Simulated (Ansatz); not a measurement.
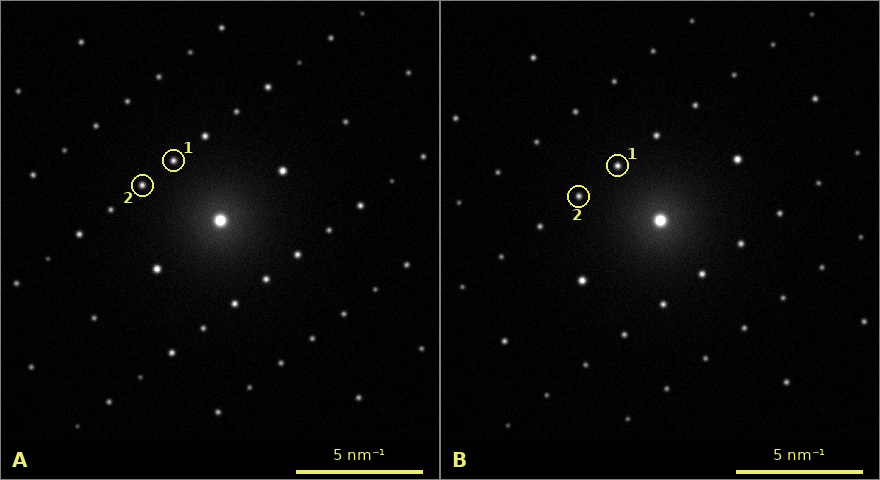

Kinematic electron diffraction patterns (120 kV, B = 0.5 Å², same scale) along [100] of the run's own cell, for the start and the end of one relaxation of SrO with DFT PBEsol, scalar-relativistic, plane waves, PAW in Ansatz 0.2.0. k mesh 9×9×4. The start is a generated model structure, and the relaxation ends in the nearest stationary point of its symmetry, not necessarily the ground state. Spot 1 is 0 -1 0 and spot 2 is 0 -1 -1 in both.

Start structure:

```
Sr O
1.0
     3.86444    0.00000    0.00000
    -1.93222    3.34671    0.00000
     0.00000    0.00000    6.31061
Sr O
2 2
Cartesian
  0.0000 0.0000 0.0000
  0.0000 2.2311 3.1553
  0.0000 0.0000 2.3665
  0.0000 2.2311 5.5218
```

> Which pattern belongs to the start structure, and which to the relaxed one?

A is the start: its cell gives d(1) = 3.347 Å, d(2) = 2.957 Å and an angle of 27.9°. B is the relaxed structure, with d(1) = 3.668 Å (+9.6 %), d(2) = 2.980 Å (+0.8 %) and 35.7°.

> Name reflections whose intensity changes strongly on relaxation.

0 1 3 goes from 35 to 7.1 % of the strongest spot.

> What did the relaxation do to the structure and the energy?

The volume changed by -2.7 % to 19.84 Å³ an atom; with the mean shift removed, the atoms moved by up to 0.32 Å relative to the cell (O most); the space group went from P6_3mc (No. 186) to P6_3/mmc (No. 194); the free energy fell by 85 meV an atom. Relaxed cell: a = 4.235 Å, b = 4.235 Å, c = 5.110 Å, α = 90.00°, β = 90.00°, γ = 120.00°.
